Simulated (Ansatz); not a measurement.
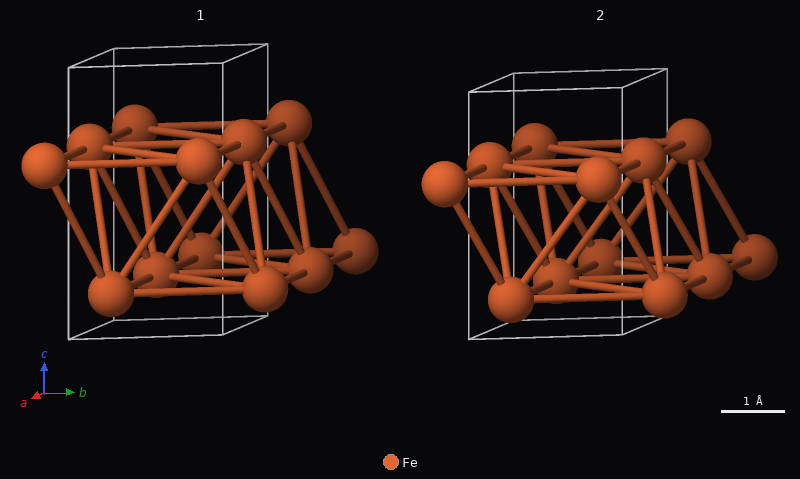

Two geometries of solid Fe (a generated structure, set up in P6_3/mmc) (coarse preliminary run), drawn at one scale. One is the start of a relaxation, the other its converged end. A ball-and-stick model of the cell of the calculation, repeated 3 × 2 × 1 with one cell outlined, seen slightly off an axis.

Computed with DFT r2SCAN, scalar-relativistic, plane waves, PAW (Ansatz). (plane-wave cutoff 500 eV; k-point mesh 12 × 12 × 6; occupations gaussian; smearing width 0.1 eV; collinear spin; cell and atoms relaxed; force threshold 0.05 eV/Å; at most 60 steps)

Which geometry has the lower energy?

Answer. Structure 1 is the relaxed one. Case: Ru → Fe on all its sites, cell and atoms relaxed. After 3 accepted moves (4 points after the start) the energy has fallen by 124 meV per atom. All forces vanish by symmetry, so only the cell relaxes. Pressure: 22.46 GPa at the start and 0.30 GPa at the end. At 1 point the geometry stayed and the basis and grid were re-selected for the new cell (energy shift of 1.9 meV per atom at most each time). The atoms keep their places relative to the cell (all moves are under 0.005 Å). Cell: a = b 2.524 → 2.532 Å (+0.3 %), c 3.984 → 4.381 Å (+10.0 %). Volume +10.6 %. Some distances before and after: Fe–Fe 2.468 → 2.633 Å, Fe–Fe 2.524 → 2.532 Å. The space group stays P6_3/mmc (No. 194).
